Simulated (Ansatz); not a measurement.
**Run report: W₁₃Se₂₉ (charge +1), geometry relaxation (part 1 of 5)**

The run: geometry relaxation of W₁₃Se₂₉ (defect cell, 42 atoms in the cell, total charge +1). Method and program: DFT PBE, scalar-relativistic, plane waves, PAW, spin-polarised (Ansatz 0.2.0).

The structure derives from a Materials Project entry. It belongs to a series of runs on one base structure; here: Se on a W site (c), charge +1, atoms relaxed at the host's cell.

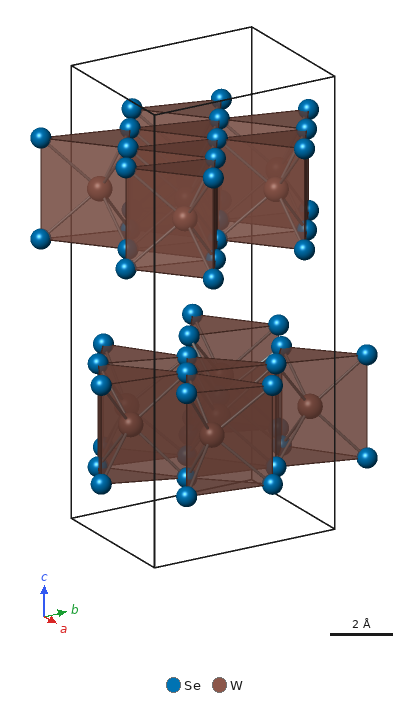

**Figure 1.** The structure as given in the input (polyhedral view of the cell of the calculation, seen slightly off an axis; polyhedra are completed across the faces of the cell). An atom can appear more than once, as a periodic image.

## Summary

| quantity | value |
| --- | --- |
| outcome | converged |
| electrons treated | 645 |
| free energy | −293634.3130 eV |
| Fermi energy | 9.840 eV |
| gap on the k-point mesh | none (metallic) |
| net moment of the cell | 0.54 μB |
| integrated absolute moment | 0.84 μB |
| final volume | 1005.82 Å³ |
| largest force (length of the vector) at the end | 0.005 eV/Å |
| hardware | 4 threads of Arm Neoverse V2, 24 GiB of memory available, shared host |
| wall time | 13 min (CPU time 51 min) |
| peak memory | 6.9 GiB |

## Remarks

The cell is charged and computed with a neutralising background, so its energy and pressure depend on the cell and aren't those of a real crystal. Spin–orbit coupling is left out, which matters for W.

## Input
```yaml
crystal:
  lattice:
    - [8.3024665753, -2.8760587872, 0.0]
    - [-6.6419732602, -5.7521175747, 0.0]
    - [0.0, 0.0, -15.0438319106]
  atoms:
    - { symbol: Se, position: [0.3333333333, 0.6666666667, 0.25], spin: 0.143 }
    - { symbol: W, position: [0.6319949271, 0.5231554584, 0.25] }
    - { symbol: W, position: [0.1854428427, 0.2212364739, 0.25] }
    - { symbol: W, position: [0.8911605313, 0.3680050729, 0.25] }
    - { symbol: W, position: [0.4768445416, 0.1088394687, 0.25] }
    - { symbol: W, position: [0.0357936312, 0.8145571573, 0.25] }
    - { symbol: W, position: [0.7787635261, 0.9642063688, 0.25] }
    - { symbol: W, position: [0.0953053083, 0.6190598751, 0.75] }
    - { symbol: W, position: [0.3809401249, 0.4762454333, 0.75] }
    - { symbol: W, position: [0.9523639815, 0.1904721097, 0.75] }
    - { symbol: W, position: [0.6666666667, 0.3333333333, 0.75] }
    - { symbol: W, position: [0.2381081282, 0.0476360185, 0.75] }
    - { symbol: W, position: [0.8095278903, 0.7618918718, 0.75] }
    - { symbol: W, position: [0.5237545667, 0.9046946917, 0.75] }
    - { symbol: Se, position: [0.0809335853, 0.6160022713, 0.1408278757], spin: 0.143 }
    - { symbol: Se, position: [0.3839977287, 0.4649313141, 0.1408278757], spin: 0.143 }
    - { symbol: Se, position: [0.9601222574, 0.1966910146, 0.1361400498] }
    - { symbol: Se, position: [0.6666666667, 0.3333333333, 0.1341604775] }
    - { symbol: Se, position: [0.2365687572, 0.0398777426, 0.1361400498] }
    - { symbol: Se, position: [0.8033089854, 0.7634312428, 0.1361400498] }
    - { symbol: Se, position: [0.5350686859, 0.9190664147, 0.1408278757], spin: 0.143 }
    - { symbol: Se, position: [0.3333333333, 0.6666666667, 0.6383932177] }
    - { symbol: Se, position: [0.6190204501, 0.5237984029, 0.6384466592] }
    - { symbol: Se, position: [0.1904956787, 0.2381214027, 0.638447572] }
    - { symbol: Se, position: [0.9047779528, 0.3809795499, 0.6384466592] }
    - { symbol: Se, position: [0.4762015971, 0.0952220472, 0.6384466592] }
    - { symbol: Se, position: [0.047625724, 0.8095043213, 0.638447572] }
    - { symbol: Se, position: [0.7618785973, 0.952374276, 0.638447572] }
    - { symbol: Se, position: [0.0809335853, 0.6160022713, 0.3591721243], spin: 0.143 }
    - { symbol: Se, position: [0.3839977287, 0.4649313141, 0.3591721243], spin: 0.143 }
    - { symbol: Se, position: [0.9601222574, 0.1966910146, 0.3638599502] }
    - { symbol: Se, position: [0.6666666667, 0.3333333333, 0.3658395225] }
    - { symbol: Se, position: [0.2365687572, 0.0398777426, 0.3638599502] }
    - { symbol: Se, position: [0.8033089854, 0.7634312428, 0.3638599502] }
    - { symbol: Se, position: [0.5350686859, 0.9190664147, 0.3591721243], spin: 0.143 }
    - { symbol: Se, position: [0.3333333333, 0.6666666667, 0.8616067823] }
    - { symbol: Se, position: [0.6190204501, 0.5237984029, 0.8615533408] }
    - { symbol: Se, position: [0.1904956787, 0.2381214027, 0.861552428] }
    - { symbol: Se, position: [0.9047779528, 0.3809795499, 0.8615533408] }
    - { symbol: Se, position: [0.4762015971, 0.0952220472, 0.8615533408] }
    - { symbol: Se, position: [0.047625724, 0.8095043213, 0.861552428] }
    - { symbol: Se, position: [0.7618785973, 0.952374276, 0.861552428] }
  host:
    lattice:
      - [3.3209866301, 0.0, 0.0]
      - [-1.6604933151, 2.8760587873, 0.0]
      - [0.0, 0.0, 15.0438319106]
    atoms:
      - { symbol: W, position: [0.6666666667, 0.3333333333, 0.75] }
      - { symbol: W, position: [0.3333333333, 0.6666666667, 0.25] }
      - { symbol: Se, position: [0.3333333333, 0.6666666667, 0.8615430499] }
      - { symbol: Se, position: [0.6666666667, 0.3333333333, 0.3615430499] }
      - { symbol: Se, position: [0.3333333333, 0.6666666667, 0.6384569501] }
      - { symbol: Se, position: [0.6666666667, 0.3333333333, 0.1384569501] }
total_charge: 1
basis:
  ecutwfc: 420
  xc_grid: 2
kpoints:
  mp_grid: { grid: [2, 2, 2], shift: [0.0, 0.0, 0.0] }
hamiltonian:
  xc: pbe
scf:
  occupations: { method: gaussian, width: 0.01 }
output:
  forces: true
  stress: false
  eigenvalues: true
  populations: true
  charged_corrections:
    defect_position: [0.33333333, 0.66666667, 0.25]
    epsilon: [[13.4581, 0.0, 0.0], [0.0, 13.4581, 0.0], [0.0, 0.0, 4.0466]]
  write_density: true
  write_potential: true
  elf: true
  volumetric_format: npy
magnetization:
  spin_polarized: true
relax:
  adjacent_minimum: "off"
  f_tol: 0.025
  max_steps: 45
```

Launched with:
```bash
ansatz run input.yaml --threads 4 --pin off --max-ram 10240MiB --backend cpu --events-out ev --progress --plain --runs-dir out
```

## What the program printed
```
Engine: ansatz 0.2.0, aarch64-unknown-linux-gnu
Pseudopotentials: kind: paw
Pseudopotential: Se, paw, valence charge 16, recommended cutoff 420 eV (normal), Se.paw.azcp
Pseudopotential: W, paw, valence charge 14, recommended cutoff 420 eV (normal), W.paw.azcp
Functional definition: PBE
  parameter kappa = 0.804
  parameter beta = 0.06672455060314922
  exchange = pbe_x(kappa = kappa, mu = beta*pi^2/3)
  correlation = pbe_c(beta = beta)
Crystal: 42 atoms, lattice volume = 1005.823 Å³
Basis set: ecut = 420 eV, 19665 PW (Γ), exchange–correlation on 120×120×216 points (8 copies of the dense FFT grid, shifted against one another)
Bands: 388, of which v1, the nominal top of the filled ones, is band 323 counted from 1 (322 counted from 0)
Symmetry: 6 space group operations
Space group: P-6 (ITA 174), of the structure as read, at distance tolerance 1.0e-4 Å
Magnetic group: BNS 174.133 (UNI 1363), of the structure as read, at distance tolerance 1.0e-4 Å
k-points: 4 of 8
Non-local potential: Se, projectors of the file, l = 0: 2, l = 1: 2, l = 2: 3, l = 3: 1
Non-local potential: W, projectors of the file, l = 0: 3, l = 1: 2, l = 2: 2, l = 3: 1
PAW form: soft (Blöchl's): semilocal exchange-correlation on the pseudo side does not see the compensation charge
PAW one-centre angular grid: Se, 590 points (default); XC on 64 Gauss nodes
PAW one-centre angular grid: W, 590 points (default); XC on 64 Gauss nodes
Starting moments: Σ|m| = 1.001 μB on 7 of 42 sites
Initial wavefunctions: pseudopotential atomic-orbital guess
Functional: x = pbe(κ = 0.804, μ = 0.2195149727645171), c = pbe(β = 0.06672455060314922)
SCF iter   1: F=—  HF=-293637.636352 eV  |F-HF|=—  |Δ(HF+E_count)|=         —  Δρ=1.53e-2 (↑1.53e-2 ↓1.52e-2)  dr2=2.05e1  dr2_m=1.24e-2  M=0.500 μB ∫|m|=0.563 μB  β_m=0.30  ethr=3.10e-3  ⟨swp⟩=6.2  Hψ=10453  notcnv=0  defer=189
Mixer restart at iter 1: flushing history
preconditioner: auto → Resta (q_TF=auto, 2.534 Å⁻¹)  ε∞=5.5  [insulator: Δε(μ)=0.046 eV  Ē_g=8.767 eV  σ=0.010 eV  W_gap=0.61  n_scr=300 (ndim 8)  ℏωp=18.5 eV  f_vac=0.178  D(μ)=38.04/eV (n_scr^D=312)  ε∞_Penn≈5.5]
spin=Collinear: Resta preconditioning applied to the charge; magnetization (m = ρ↑ − ρ↓) channel mixes plain (no charge-response kernel on spin).
SCF iter   2: F=—  HF=-293635.568215 eV  |F-HF|=—  |Δ(HF+E_count)|=    2.07e0  Δρ=1.14e-2 (↑1.14e-2 ↓1.14e-2)  dr2=1.03e1  dr2_m=6.59e-3  M=0.500 μB ∫|m|=0.547 μB  β_m=0.65  ethr=3.10e-3  ⟨swp⟩=2.0  Hψ=3604  notcnv=0  defer=401
SCF iter   3: F=—  HF=-293634.380306 eV  |F-HF|=—  |Δ(HF+E_count)|=    1.19e0  Δρ=3.57e-3 (↑3.51e-3 ↓3.57e-3)  dr2=2.31e0  dr2_m=4.11e-4  M=0.401 μB ∫|m|=0.439 μB  β_m=0.60  ethr=1.59e-3  ⟨swp⟩=2.2  Hψ=3922  notcnv=0  defer=488
SCF iter   4: F=—  HF=-293634.363932 eV  |F-HF|=—  |Δ(HF+E_count)|=   1.64e-2  Δρ=2.07e-3 (↑1.93e-3 ↓2.07e-3)  dr2=8.12e-1  dr2_m=2.50e-4  M=0.500 μB ∫|m|=0.527 μB  β_m=0.64  ethr=3.58e-4  ⟨swp⟩=2.0  Hψ=3664  notcnv=0  defer=488
SCF iter   5: F=—  HF=-293634.301462 eV  |F-HF|=—  |Δ(HF+E_count)|=   6.25e-2  Δρ=1.16e-3 (↑1.06e-3 ↓1.16e-3)  dr2=2.86e-1  dr2_m=8.50e-5  M=0.500 μB ∫|m|=0.532 μB  β_m=0.69  ethr=1.26e-4  ⟨swp⟩=2.0  Hψ=3190  notcnv=0  defer=488
SCF iter   6: F=—  HF=-293634.289367 eV  |F-HF|=—  |Δ(HF+E_count)|=         —  Δρ=7.64e-4 (↑7.64e-4 ↓4.92e-4)  dr2=5.37e-2  dr2_m=1.36e-3  M=0.743 μB ∫|m|=0.776 μB  β_m=0.69  ethr=4.44e-5  ⟨swp⟩=2.0  Hψ=3422  notcnv=0  defer=488
SCF iter   7: F=—  HF=-293634.292727 eV  |F-HF|=—  |Δ(HF+E_count)|=   3.36e-3  Δρ=4.14e-4 (↑4.14e-4 ↓3.46e-4)  dr2=2.66e-2  dr2_m=2.32e-4  M=0.743 μB ∫|m|=0.792 μB  β_m=0.69  ethr=8.33e-6  ⟨swp⟩=2.4  Hψ=4056  notcnv=0  defer=485
SCF iter   8: F=—  HF=-293634.293575 eV  |F-HF|=—  |Δ(HF+E_count)|=   8.49e-4  Δρ=2.09e-4 (↑2.09e-4 ↓1.83e-4)  dr2=7.83e-3  dr2_m=5.92e-5  M=0.643 μB ∫|m|=0.723 μB  β_m=0.66  ethr=4.13e-6  ⟨swp⟩=2.0  Hψ=3327  notcnv=0  defer=485
SCF iter   9: F=—  HF=-293634.294214 eV  |F-HF|=—  |Δ(HF+E_count)|=   6.39e-4  Δρ=1.42e-4 (↑1.42e-4 ↓8.36e-5)  dr2=3.39e-3  dr2_m=3.08e-5  M=0.696 μB ∫|m|=0.790 μB  β_m=0.71  ethr=1.21e-6  ⟨swp⟩=1.9  Hψ=3234  notcnv=0  defer=485
SCF iter  10: F=—  HF=-293634.294806 eV  |F-HF|=—  |Δ(HF+E_count)|=   5.92e-4  Δρ=1.64e-4 (↑1.64e-4 ↓1.29e-4)  dr2=7.83e-3  dr2_m=3.79e-5  M=0.619 μB ∫|m|=0.738 μB  β_m=0.53  ethr=5.25e-7  ⟨swp⟩=2.0  Hψ=3490  notcnv=0  defer=485  recentre
SCF iter  11: F=—  HF=-293634.294669 eV  |F-HF|=—  |Δ(HF+E_count)|=   1.37e-4  Δρ=9.52e-5 (↑9.52e-5 ↓4.06e-5)  dr2=1.47e-3  dr2_m=1.57e-5  M=0.670 μB ∫|m|=0.801 μB  β_m=0.49  ethr=5.25e-7  ⟨swp⟩=1.1  Hψ=3105  notcnv=0  defer=485
SCF iter  12: F=—  HF=-293634.294815 eV  |F-HF|=—  |Δ(HF+E_count)|=   1.46e-4  Δρ=5.52e-5 (↑5.52e-5 ↓2.47e-5)  dr2=3.17e-4  dr2_m=1.01e-5  M=0.646 μB ∫|m|=0.810 μB  β_m=0.68  ethr=2.28e-7  ⟨swp⟩=2.0  Hψ=3379  notcnv=0  defer=485
SCF iter  13: F=—  HF=-293634.294871 eV  |F-HF|=—  |Δ(HF+E_count)|=   5.57e-5  Δρ=4.13e-5 (↑4.13e-5 ↓3.44e-5)  dr2=5.26e-5  dr2_m=1.09e-5  M=0.617 μB ∫|m|=0.827 μB  β_m=0.70  ethr=4.91e-8  ⟨swp⟩=2.0  Hψ=3500  notcnv=0  defer=485
SCF iter  14: F=—  HF=-293634.294908 eV  |F-HF|=—  |Δ(HF+E_count)|=   3.64e-5  Δρ=4.10e-5 (↑4.10e-5 ↓4.06e-5)  dr2=5.34e-5  dr2_m=1.27e-5  M=0.580 μB ∫|m|=0.865 μB  β_m=0.43  ethr=8.15e-9  ⟨swp⟩=2.1  Hψ=5279  notcnv=0  defer=485
SCF iter  15: F=—  HF=-293634.294947 eV  |F-HF|=—  |Δ(HF+E_count)|=   3.98e-5  Δρ=3.36e-5 (↑3.36e-5 ↓3.00e-5)  dr2=4.50e-5  dr2_m=8.11e-6  M=0.553 μB ∫|m|=0.894 μB  β_m=0.83  ethr=8.15e-9  ⟨swp⟩=2.0  Hψ=4943  notcnv=0  defer=485
SCF iter  16: F=—  HF=-293634.294978 eV  |F-HF|=—  |Δ(HF+E_count)|=   3.12e-5  Δρ=2.52e-5 (↑2.52e-5 ↓2.05e-5)  dr2=8.15e-5  dr2_m=1.40e-6  M=0.521 μB ∫|m|=0.923 μB  β_m=0.67  ethr=6.98e-9  ⟨swp⟩=2.4  Hψ=5642  notcnv=0  defer=485
SCF iter  17: F=—  HF=-293634.294976 eV  |F-HF|=—  |Δ(HF+E_count)|=   2.66e-6  Δρ=7.32e-6 (↑7.32e-6 ↓5.11e-6)  dr2=1.36e-6  dr2_m=2.45e-7  M=0.529 μB ∫|m|=0.919 μB  β_m=0.77  ethr=6.98e-9  ⟨swp⟩=2.0  Hψ=3935  notcnv=0  defer=485
SCF iter  18: F=—  HF=-293634.294977 eV  |F-HF|=—  |Δ(HF+E_count)|=   1.18e-6  Δρ=7.25e-6 (↑6.46e-6 ↓7.25e-6)  dr2=3.81e-6  dr2_m=2.69e-7  M=0.523 μB ∫|m|=0.928 μB  β_m=0.68  ethr=2.11e-10  ⟨swp⟩=15.1  Hψ=27064  notcnv=0
SCF iter  19: F=-293634.294976 eV  HF=-293634.294977 eV  |F-HF|=9.58e-7  |Δ(HF+E_count)|=   3.41e-7  Δρ=3.59e-6 (↑3.59e-6 ↓2.54e-6)  dr2=1.22e-6  dr2_m=4.45e-8  M=0.525 μB ∫|m|=0.923 μB  ethr=2.11e-10  ⟨swp⟩=9.0  Hψ=19631  notcnv=0
SCF 1 converged in 19 iterations: F = -293634.294976 eV  dr2 = 1.22e-6
  greatest PAW one-centre occupation: 1.000 electrons in one spin orbital (limit 2), on the Se atom at site 0 (counted from 0), in its partial waves of l = 2
relax step   1: F+E_penalty+E_count = -293634.29497639 eV  Δ(F+E_penalty+E_count) = +0.000e0 eV  max|allowed force component| = 2.041e-1 eV/Å  Δτ_max = 0.0000 Å  (19 SCF iters, dr2 threshold 1.56e-5 eV, accepted)
Initial density: handed on by an earlier stage of this run
Starting moments: Σ|m| = 1.001 μB on 7 of 42 sites; this step starts from the density that it was given
Initial wavefunctions: those handed on with the density
iter 1 solved again at ethr=2.77e-5 eV; its pass at ethr=3.10e-3 eV (dr2=1.79e-1 eV) is discarded
```
